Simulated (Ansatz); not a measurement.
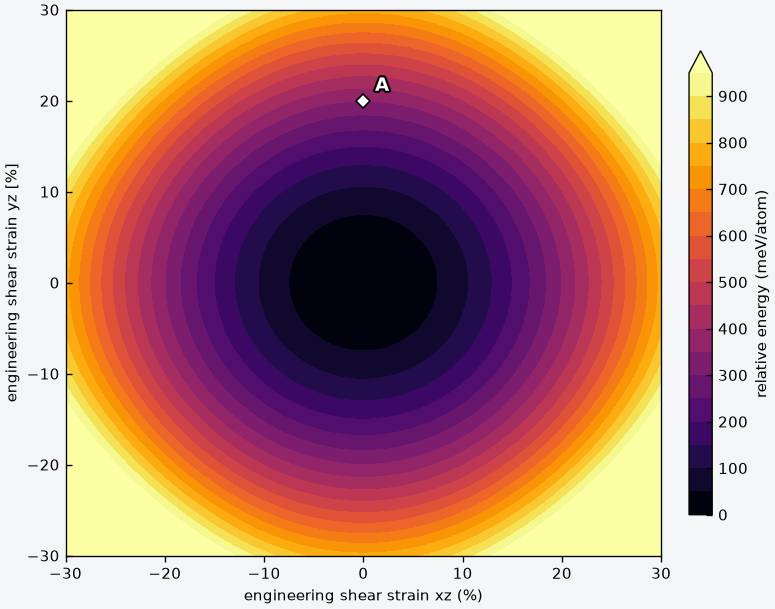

Pt (Im-3m, No. 229; 1 atom in the cell). 
- The energy is mapped over two homogeneous strains (x, y and z along the cube axes).
- First axis: engineering shear strain xz. Second axis: engineering shear strain yz.
- Nothing is relaxed (symmetry fixes all fractional coordinates).
- Grid: 7 × 7 points; 10 points were computed and 39 follow by symmetry.
- Points are written as (first, second).
- All energies are given in meV/atom relative to the lowest grid point.
- Level of theory: DFT LDA, scalar-relativistic, plane waves, PAW (Ansatz). Settings: cutoff 420 eV, k-mesh 20×20×20, gaussian smearing 0.15 eV, no spin polarisation.

Drawn: filled contours, one colour for all values above the top of the scale, the point A. Between grid points the surface is interpolated.

> Is A at rest? If not, where is it pushed?

A, at (0 %, 20 %), is not a stationary point. The computed force is nearly zero along engineering shear strain xz and 35 meV/atom for each 1 % towards smaller values of engineering shear strain yz.

PAW datasets: the set soft_1.
